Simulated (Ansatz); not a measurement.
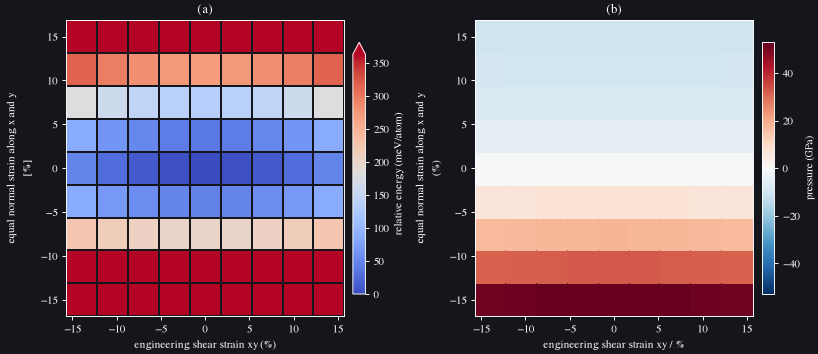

Si (I4/mmm, No. 139; 4 atoms in the cell). The energy is mapped over two homogeneous strains (x along [1 0 0], y along [0 1 0], z along [0 0 1] of the conventional cell). Coordinates scanned: (1) engineering shear strain xy; (2) equal normal strain along x and y. Nothing is relaxed (fractional coordinates fixed). The scan uses a 9 × 9 grid; 45 points were computed and 36 follow by symmetry. Points are written as (first, second). Energies: meV/atom, counted from the lowest grid point. The band gap closes in part of the range. Method: DFT PBE, scalar-relativistic, plane waves, PAW (Ansatz). Settings: cutoff 420 eV, k-mesh 10×10×10, gaussian smearing 0.05 eV, no spin polarisation.

Panel (a) is the energy; panel (b) is the computed pressure, in GPa.

The picture shows one coloured cell a grid point, one colour for all values above the top of the scale.

How does the pressure vary over the map, and what is it at the lowest grid point?

It runs from −11 GPa at (0.0 %, 15.00 %) to 53 GPa at (0.0 %, −15.00 %). At the lowest grid point, (0.0 %, 0.00 %), it is 0 GPa.

PAW datasets: the set soft_1.
